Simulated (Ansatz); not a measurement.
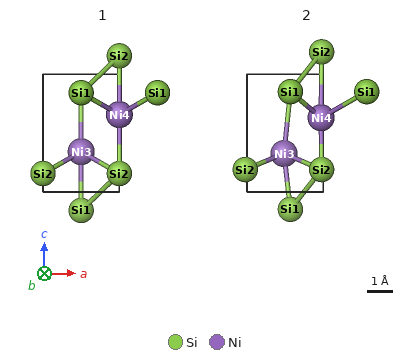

Two geometries of solid SiNi (set up in P1), drawn at one scale. One is the start of a relaxation, the other its converged end. A ball-and-stick model of the cell of the calculation, seen along the b axis.

Computed with DFT PBE, scalar-relativistic, plane waves, PAW (Ansatz). (plane-wave cutoff 420 eV; k-point mesh 12 × 10 × 8; occupations gaussian; smearing width 0.15 eV; no spin polarisation; atoms relaxed in a fixed cell; force threshold 0.01 eV/Å; at most 80 steps)

### Which of the two is the end point?

Structure 1 is the relaxed one. Case: all atoms moved at random, sigma 0.15 Å for each component; relaxed back. The atom that moves furthest is Si1 (0.23 Å roughly along [−3 1 0]). By element the largest moves are Si 0.23 Å, Ni 0.16 Å. The cell stays as it was. Near-neighbour distances that change, for instance: Si1–Ni4 2.698 → 2.398 Å, Si2–Ni4 2.636 → 2.351 Å, Si2–Ni4 (another image) 2.075 → 2.358 Å, Si1–Ni4 (another image) 2.625 → 2.398 Å. Bond angles that change, for instance: Si1–Ni3–Si1 165.2° → 180.0°, Si1–Ni3–Si2 81.5° → 68.6°, Si1–Ni3–Si2 99.0° → 111.4°. The space group (tolerance 0.01 Å) goes from P1 (No. 1) to Pmmn (No. 59). After 4 geometry steps the energy has fallen by 0.685 eV per cell of the calculation. Largest force component: 3.2 eV/Å at the start, 0.0054 eV/Å at the end. Cost: 2.4 min on 2 threads of Arm Neoverse V1 (shared host), peak memory 0.75 GiB.

Limits of the set-up: an element that often carries a moment was run without spin polarisation.
